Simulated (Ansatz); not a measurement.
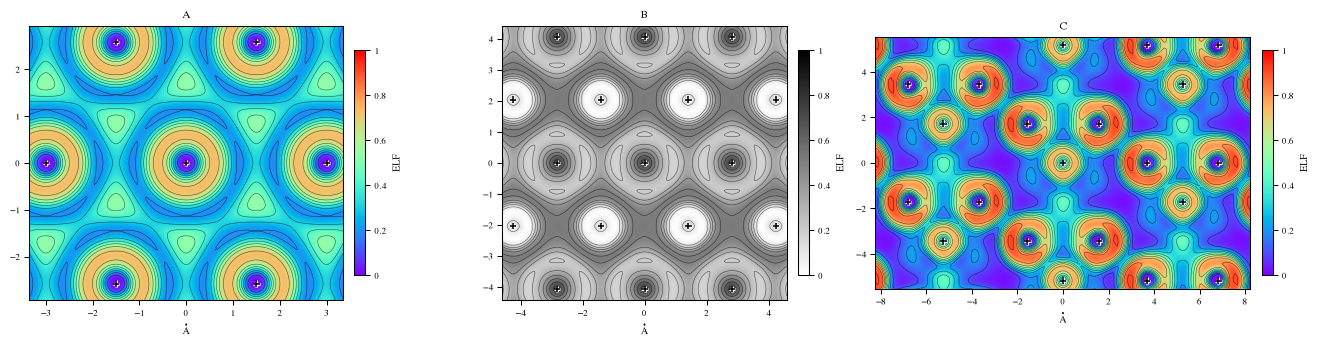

The ELF of 3 systems, each on a plane through atoms (crosses mark nuclei in the plane).

These are results of Kohn-Sham DFT of a periodic cell, PBEsol, Ansatz PAW in Ansatz, not measurements.

System 1: AlNi, the (110) plane of the conventional cell. Space group P4/mmm; the program warned that a starting moment wasn't kept; spin-polarised, but the moments vanished.

```
CELL_PARAMETERS angstrom
2.88100 0.00000 0.00000
0.00000 2.88100 0.00000
0.00000 0.00000 2.82338
ATOMIC_POSITIONS crystal
Ni 0.50000 0.50000 0.50000
Al 0.00000 0.00000 0.00000
```

System 2: Ta, the (101) plane of the conventional cell. Space group Immm; computed pressure about −6 GPa in this cell.

```cif
data_structure
_symmetry_space_group_name_H-M 'P 1'
_symmetry_Int_Tables_number 1
_cell_length_a 2.9691
_cell_length_b 2.9989
_cell_length_c 4.2200
_cell_angle_alpha 90.000
_cell_angle_beta 90.000
_cell_angle_gamma 90.000
_cell_volume 37.57
loop_
_atom_site_label
_atom_site_type_symbol
_atom_site_fract_x
_atom_site_fract_y
_atom_site_fract_z
_atom_site_occupancy
Ta1 Ta 0.00000 0.00000 0.00000 1
Ta2 Ta 0.50000 0.50000 0.50000 1
```

System 3: MoS2, the (110) plane of the conventional cell. Space group R3m; computed pressure about 30 GPa in this cell.

Which map belongs to which system?

Answer. Panel A is system 2, Ta: the plane holds Ta. Ta–Ta (3.00 Å): the ELF is about 0.30 at the midpoint. Panel B is system 1, AlNi: the plane holds Ni and Al. Al–Ni (2.48 Å): the ELF is about 0.40 at the midpoint. Panel C is system 3, MoS2: the plane holds Mo and S. Mo–S (2.32 Å): the ELF peaks at about 0.85 in the valence shell of S, 0.8 Å from its nucleus, and is about 0.45 at the midpoint.
